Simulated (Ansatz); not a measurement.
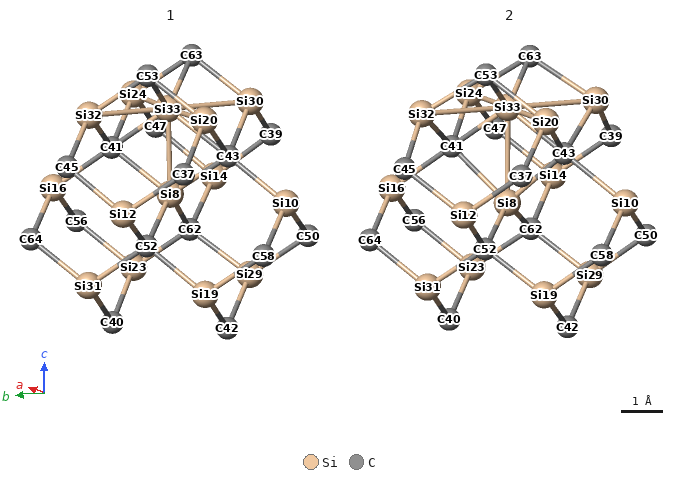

Two geometries of a defect cell of composition Si33C32, drawn at one scale. One is the start of a relaxation, the other its converged end. A ball-and-stick model of the atoms within 4.2 Å of the atom that moves most (axes of the cell of the calculation (origin shifted)), seen from a free direction.

All numbers below come from Ansatz, DFT, PBEsol, PAW, plane waves. Settings: plane-wave cutoff 420 eV; k-point mesh 1 × 1 × 1; mesh shifted by (0.25, 0.25, 0.25); no spin polarisation; atoms relaxed in a fixed cell; force threshold 0.03 eV/Å; at most 80 steps.

Question: Which one is relaxed?

Answer: Structure 2 is the relaxed one. Over 7 geometry steps the energy falls by 4.009 eV per cell of the calculation. The largest force component goes from 5.9 to 0.017 eV/Å. The largest move is that of Si8, 0.22 Å roughly along [0 1 −3]. Largest moves by element: Si 0.22 Å, C 0.10 Å. The lattice vectors keep their values. Near-neighbour distances that change, for instance: Si8–Si30 3.069 → 3.399 Å, Si20–Si30 3.089 → 3.403 Å, Si24–Si32 3.079 → 3.386 Å, Si8–Si24 3.052 → 3.357 Å. Bond angles that change, for instance: C41–Si8–C43 110.1° → 96.8°, C52–Si8–C62 109.1° → 120.1°, Si33–Si8–C62 129.5° → 120.4°.
